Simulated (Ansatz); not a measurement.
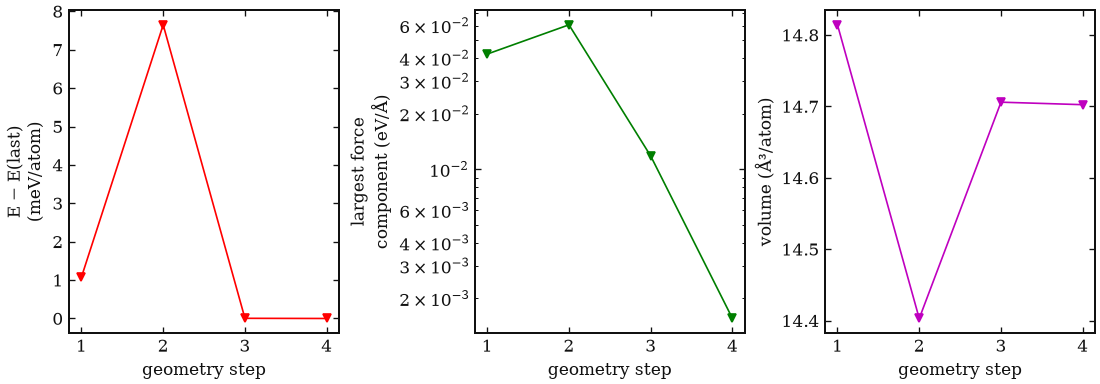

History of a geometry optimisation. The run: Re (R-3m, 3 atoms in the cell), by DFT r2SCAN, scalar-relativistic, plane waves, PAW in Ansatz; cutoff 500 eV, 21×21×21 k-mesh, Gaussian smearing of 0.1 eV. Atoms and cell relax. A closing SCF on a freshly chosen basis isn't drawn.

The optimisation met its thresholds at geometry 4, counting the start as the first. The energy fell by about 1.1 meV/atom from the first step to the last. Step 2 went uphill and was rejected by the line search. The largest force component goes from about 0.042 eV/Å at the start to 1.6 × 10⁻³ eV/Å at the end. The volume shrinks from 14.81 to 14.70 Å³ per atom (−0.8 %), overshooting to 14.40 at step 2.
